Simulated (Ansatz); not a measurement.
System: TiB, space group F-43m (No. 216).

Structure:
```yaml
crystal:
  lattice:
    - [0.00000, 2.10100, 2.10100]
    - [2.10100, 0.00000, 2.10100]
    - [2.10100, 2.10100, 0.00000]
  atoms:
    - { symbol: Ti, position: [0.75000, 0.75000, 0.75000] }
    - { symbol: B, position: [0.00000, 0.00000, 0.00000] }
```

How it was computed, with Ansatz 0.2.0: deformation of a crystal at fixed volume, lengths along the axis scaled against those across it, fractional coordinates fixed, by plane-wave density functional theory with PAW datasets, free energies less that of the undisturbed cell, pressure positive in compression; scalar-relativistic. Level: PBEsol, no spin polarisation.

- wave cutoff: 420 eV
- k mesh: 22×22×22
- occupations: Gaussian
- smearing width: 0.15 eV
- k shift: (0, 0, 0) (mesh steps)
- start: as given
- path: tetragonal
- axis direction: (0, 0, 1) (Cartesian unit vector)

Predict the energy change and pressure against relative axial ratio. The relative axial ratio takes the values 0.650, 0.707, 0.780, 0.850, 0.920, 1.000, 1.100, 1.200, 1.300, 1.414.

The energy change is −874 meV/atom at relative axial ratio 0.650 and −254 meV/atom at 1.414; the lowest computed point is at relative axial ratio 0.650 (−874 meV/atom), at the edge of the range, so the minimum may lie beyond it; the curve passes over a maximum at 1.000 (0 meV/atom). The pressure goes from 91.2 GPa at relative axial ratio 0.650 to 102.0 GPa at 1.414, not monotonically, with a high of 112.5 GPa at 1.000.

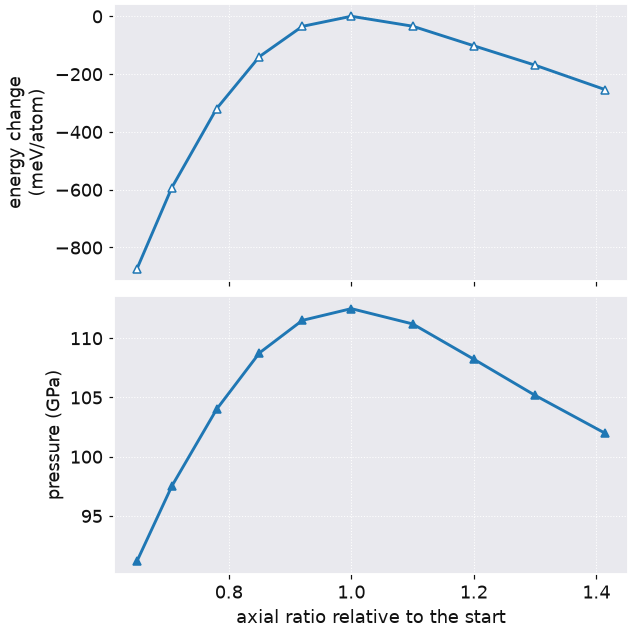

Note: reference crystal is not relaxed.
